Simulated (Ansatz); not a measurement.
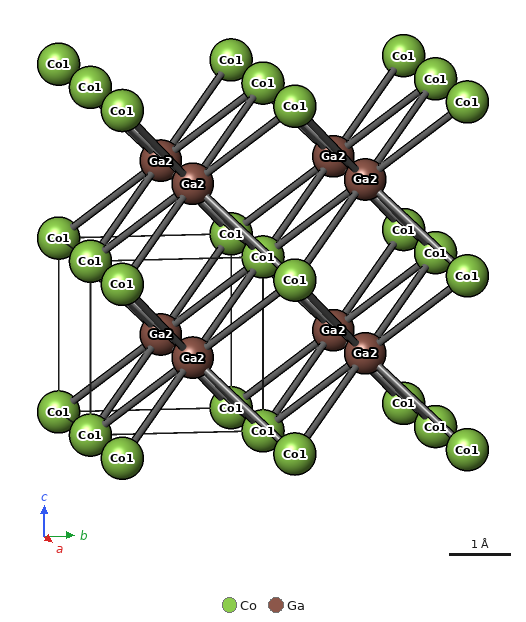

The structure (ball-and-stick view of the cell of the calculation, repeated 2 × 2 × 2, seen slightly off an axis; atoms are numbered from 1 in the order of the input).

## Single-point calculation, with input and output: GaCo

System: GaCo (Pm-3m, 2 atoms in the cell).
Method: DFT, PBE, plane waves, PAW, no spin polarisation (Ansatz 0.2.0).

The structure derives from an entry of the Crystallography Open Database. Figures and captions count atoms from 1; the log counts them from 0 in places.

Input
```yaml
crystal:
  lattice:
    - [2.912683, 0.0, 0.0]
    - [0.0, 2.912683, 0.0]
    - [0.0, 0.0, 2.912683]
  atoms:
    - { symbol: Co, position: [0.0, 0.0, 0.0] }
    - { symbol: Ga, position: [0.5, 0.5, 0.5] }
  symmetry: { tolerance: 0.0003 }
kpoints:
  mp_grid: { grid: [4, 4, 4], shift: [0, 0, 0] }
magnetization:
  spin_polarized: false
scf:
  occupations: { method: cold, width: 0.1834 }
hamiltonian:
  pseudopotentials: { kind: paw }
  xc: pbe
basis:
  ecutwfc: 420
output:
  forces: true
  stress: true
  eigenvalues: true
  write_density: true
  write_potential: true
  elf: true
  volumetric_format: npy
```

Launch command:
```bash
ansatz run input.yaml --threads 1 --pin off --max-ram 2560MiB --backend cpu --events-out ev --progress --plain --runs-dir out
```

Output
```
Engine: ansatz 0.2.0, aarch64-unknown-linux-gnu
Pseudopotentials: kind: paw
Pseudopotential: Co, paw, valence charge 17, recommended cutoff 420 eV (normal), Co.paw.azcp
Pseudopotential: Ga, paw, valence charge 13, recommended cutoff 420 eV (normal), Ga.paw.azcp
Functional definition: PBE
  parameter kappa = 0.804
  parameter beta = 0.06672455060314922
  exchange = pbe_x(kappa = kappa, mu = beta*pi^2/3)
  correlation = pbe_c(beta = beta)
Crystal: 2 atoms, lattice volume = 24.710 Å³
Basis set: ecut = 420 eV, 461 PW (Γ), exchange–correlation on 40×40×40 points (8 copies of the dense FFT grid, shifted against one another)
Bands: 19, of which v1, the nominal top of the filled ones, is band 15 counted from 1 (14 counted from 0)
Symmetry: 48 space group operations
Space group: Pm-3m (ITA 221), of the structure as read, at distance tolerance 8.7e-4 Å
k-points: 10 of 64
Non-local potential: Co, projectors of the file, l = 0: 3, l = 1: 2, l = 2: 3, l = 3: 1
Non-local potential: Ga, projectors of the file, l = 0: 2, l = 1: 2, l = 2: 3, l = 3: 1
PAW form: soft (Blöchl's): semilocal exchange-correlation on the pseudo side does not see the compensation charge
PAW one-centre angular grid: Co, 590 points (default); XC on 64 Gauss nodes
PAW one-centre angular grid: Ga, 590 points (default); XC on 64 Gauss nodes
Initial density: superposition of atomic densities (neutral atoms: chi_scale 0, normalization atom), corrected by the library's trained network
Initial wavefunctions: pseudopotential atomic-orbital guess
Functional: x = pbe(κ = 0.804, μ = 0.2195149727645171), c = pbe(β = 0.06672455060314922)
SCF iter   1: F=—  HF=-8909.611679 eV  |F-HF|=—  |Δ(HF+E_count)|=         —  Δρ=9.08e-3  dr2=1.47e-2  ethr=1.77e-3  ⟨swp⟩=4.9  Hψ=781  notcnv=0
preconditioner: auto → none  [insulator: Δε(μ)=0.239 eV  Ē_g=13.543 eV  σ=0.183 eV  W_gap=0.80  n_scr=6 (ndim 8)  ℏωp=35.0 eV  f_vac=0.000  D(μ)=1.59/eV (n_scr^D=18)  ε∞_Penn≈7.7]
SCF iter   2: F=—  HF=-8909.610520 eV  |F-HF|=—  |Δ(HF+E_count)|=   1.16e-3  S|Δr|=    0.00e0  Δρ=2.56e-3  dr2=1.43e-3  ethr=4.91e-5  ⟨swp⟩=1.0  Hψ=270  notcnv=0
SCF iter   3: F=—  HF=-8909.610421 eV  |F-HF|=—  |Δ(HF+E_count)|=   9.94e-5  S|Δr|=    0.00e0  Δρ=6.75e-4  dr2=9.04e-5  ethr=4.77e-6  ⟨swp⟩=1.1  Hψ=192  notcnv=0
SCF iter   4: F=—  HF=-8909.610297 eV  |F-HF|=—  |Δ(HF+E_count)|=   1.23e-4  S|Δr|=    0.00e0  Δρ=1.25e-4  dr2=1.91e-6  ethr=3.01e-7  ⟨swp⟩=2.1  Hψ=286  notcnv=0
SCF iter   5: F=-8909.610296 eV  HF=-8909.610296 eV  |F-HF|=2.31e-7  |Δ(HF+E_count)|=   1.35e-6  S|Δr|=    0.00e0  Δρ=4.06e-5  dr2=4.75e-8  ethr=3.33e-10  ⟨swp⟩=10.2  Hψ=1686  notcnv=0
SCF 1 converged in 5 iterations: F = -8909.610296 eV  dr2 = 4.75e-8
  greatest PAW one-centre occupation: 1.001 electrons in one spin orbital (limit 2), on the Co atom at site 0 (counted from 0), in its partial waves of l = 1
SCF converged after 5 iterations
Stability not checked: this state was not tested for a lower state beside it, because cold or Methfessel-Paxton smearing, or corrected tetrahedra, fill the levels in a way that the test cannot read (fill_not_monotonic; see scf.lower_state_search)
Free energy (F): -8909.610296 eV
Harris-Foulkes:  -8909.610296 eV  (|F-HF|=2.31e-7)
Internal energy: -8909.606724 eV  (E = F + TS)
E sigma→0 (E₀):  -8909.609105 eV
Entropy (-TS):   -0.003573 eV (-1.786 meV/atom)
Fermi energy:    16.272371 eV
--- Per-component energies (eV) ---
  E_band       = -234.656136
  E_kinetic    = 572.097529
  E_local      = -4563.141175  (includes V_loc(G=0)·N_el)
  E_nonlocal   = 885.351824
  E_hartree    = 2021.571172
  E_xc         = -228.211108
  E_vxc        = -263.500204  (∫ρ·V_xc dr)
  E_paw        = -3508.927484  (= ΣΔE_a)
  E_vpaw       = -908.599809  (= ΣTr[D̂ρ^β])
  E_aug_tail   = -0.000063  (compensation charges beyond the density's cutoff)
  E_ewald      = -4088.347417
  E_smearing   = -0.003573  (= −TS)
  E_closure    = -0.000000  (closes the sum)
  Σ components = -8909.610296   (vs F -8909.610296, Δ=0.00e0)
--- Forces (eV/Å), atoms counted from 1 ---
  atom   1  Co    -0.00000000    -0.00000000    -0.00000000
  atom   2  Ga     0.00000000    -0.00000000    -0.00000000
  max |Σ_I F_I| component: 9.99e-30 eV/Å
--- Stress (GPa, compression-positive) ---
       -4.669059       0.000000       0.000000
        0.000000      -4.669059       0.000000
        0.000000       0.000000      -4.669059
  P = ⅓ Tr σ = -4.6691 GPa (-46.691 kbar)
--- Band table (eV; the first three rows and the last of 10) ---
  k-point 0: bands = ["-78.3294", "-41.6422", "-41.6422", "-41.6422", "1.0759", "1.0759", "1.3903", "1.3903", "1.3903", "4.3700", "13.8281", "13.8281", "15.5732", "15.5732", "15.5732", "21.2322", "21.2322", "21.2322", "26.9589"]
  k-point 1: bands = ["-78.3284", "-41.6588", "-41.6409", "-41.6409", "1.0998", "1.1971", "1.3448", "1.3448", "1.4004", "5.5182", "13.0889", "13.9415", "15.0214", "15.0214", "15.5781", "17.2130", "23.0412", "23.0412", "27.1741"]
  k-point 2: bands = ["-78.3273", "-41.6754", "-41.6396", "-41.6396", "1.1237", "1.2999", "1.2999", "1.3100", "1.4105", "8.3487", "9.5116", "14.0608", "14.5955", "14.5955", "15.5831", "16.3731", "26.4854", "26.4854", "27.5286"]
  k-point 9: bands = ["-78.3228", "-41.6688", "-41.6688", "-41.6688", "1.1530", "1.1530", "1.1530", "1.5408", "1.5408", "12.3084", "12.3084", "12.3084", "16.0874", "16.0874", "16.5939", "19.9367", "19.9367", "19.9367", "20.8588"]
```

File rho_z.tsv
```
# z_ang	rho[e/angstrom^3]
# format = ansatz-planar-average/11
# lattice	2.912683000	0.000000000	0.000000000
# lattice	0.000000000	2.912683000	0.000000000
# lattice	0.000000000	0.000000000	2.912683000
# sites	2
# site	27	0.000000000	0.000000000	0.000000000
# site	31	1.456341500	1.456341500	1.456341500
0.000000	2.736364e0
0.145634	2.345126e0
0.291268	1.548658e0
0.436902	9.047931e-1
0.582537	5.617476e-1
0.728171	4.296787e-1
0.873805	4.373416e-1
1.019439	6.175294e-1
1.165073	1.086369e0
1.310707	1.773193e0
1.456341	2.136044e0
1.601976	1.773193e0
1.747610	1.086369e0
1.893244	6.175294e-1
2.038878	4.373416e-1
2.184512	4.296787e-1
2.330146	5.617476e-1
2.475781	9.047931e-1
2.621415	1.548658e0
2.767049	2.345126e0
```

File v_z.tsv
```
# z_ang	v_es[eV]	v_tot[eV]
# format = ansatz-planar-average/11
# xc	pbe
# density_cutoff_ev	1680
# datasets	Co=:simpson_from_first_knot:soft	Ga=:simpson_from_first_knot:soft
# lattice	2.912683000	0.000000000	0.000000000
# lattice	0.000000000	2.912683000	0.000000000
# lattice	0.000000000	0.000000000	2.912683000
# sites	2
# site	27	0.000000000	0.000000000	0.000000000
# site	31	1.456341500	1.456341500	1.456341500
0.000000	3.539231e0	-1.013259e1
0.145634	3.997542e0	-9.507356e0
0.291268	5.242492e0	-7.804976e0
0.436902	6.950352e0	-5.499233e0
0.582537	8.524511e0	-3.379193e0
0.728171	9.479662e0	-2.078526e0
0.873805	9.726101e0	-1.796149e0
1.019439	9.424494e0	-2.349207e0
1.165073	8.989180e0	-3.110512e0
1.310707	8.700568e0	-3.607333e0
1.456341	8.601593e0	-3.768907e0
1.601976	8.700568e0	-3.607333e0
1.747610	8.989180e0	-3.110512e0
1.893244	9.424494e0	-2.349207e0
2.038878	9.726101e0	-1.796149e0
2.184512	9.479662e0	-2.078526e0
2.330146	8.524511e0	-3.379193e0
2.475781	6.950352e0	-5.499233e0
2.621415	5.242492e0	-7.804976e0
2.767049	3.997542e0	-9.507356e0
```

Results in brief

| quantity | value |
| --- | --- |
| outcome | converged |
| space group (tolerance 0.01 Å) | Pm-3m (221) |
| electrons treated | 30 |
| free energy | −8909.6103 eV |
| Fermi energy | 16.272 eV |
| pressure | −4.67 GPa |
| largest force (length of the vector) | under 0.001 eV/Å |
| hardware | 1 thread of an Arm (aarch64) CPU, shared host |
| wall time | 1.2 s |
| peak memory | 0.26 GiB |

Notes

Settings chosen away from the usual ones: kpoints.mp_grid.grid set to [4, 4, 4] (from [6, 6, 6]). These settings are looser than, or depart from, a standard set-up, so the numbers are not reference values for this system. The run has no spin polarisation, so a magnetic state may lie lower.
